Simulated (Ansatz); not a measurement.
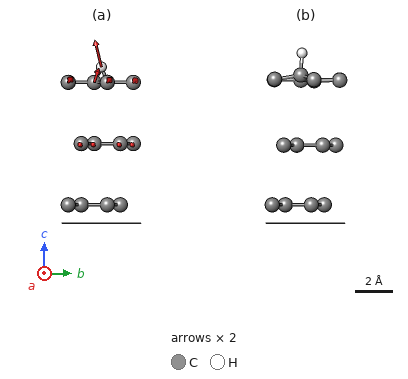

The structure of a slab of composition HC$_{24}$ (cut from the R-3m phase) before (left) and after (right) a constrained relaxation, at one scale. The red arrows give the displacements, magnified 2 times.

The picture is a ball-and-stick view of the 2 × 1 repeat of the cell, outlined in the plane, without the vacuum (origin shifted), seen along the a axis.

Case: H put near a bridge C-C site. The slab is the (0 0 1) face of C with H on it. 8 atoms are held fixed.

Computed with DFT PBE+D3(BJ), scalar-relativistic, plane waves, PAW (Ansatz 0.2.0). (plane-wave cutoff 420 eV; k-point mesh 6 × 6 × 1; occupations gaussian; smearing width 0.05 eV; collinear spin; dipole correction; atoms relaxed in a fixed cell; force threshold 0.02 eV/Å; at most 70 steps)

What changed between the two?

Answer. The run was cut off at its time limit before the relaxation converged, so the last structure is only a point on the way. The H atom moves most: 0.81 Å at 20° to the normal (+c side). By element the largest moves are H 0.81 Å, C 0.48 Å. The cell doesn't change. Among the contacts that change: C–H 1.125 → 2.004 Å, C–H 1.082 → 1.206 Å, C–C 1.423 → 1.491 Å, C–C 1.423 → 1.469 Å. Among the angles between lasting bonds that change: C–C–H 111.1° → 103.4°, C–C–C 120.0° → 116.4°, C–C–C 120.0° → 116.9°. The energy falls by 1.661 eV per cell of the calculation in 6 geometry steps. The largest force component goes from 6.3 to 1.8 eV/Å. The program noted that the starting moments weren't kept.

Limits of the set-up: the periodic images lie only 4.9 Å apart, so the values are limited by the cell's size.
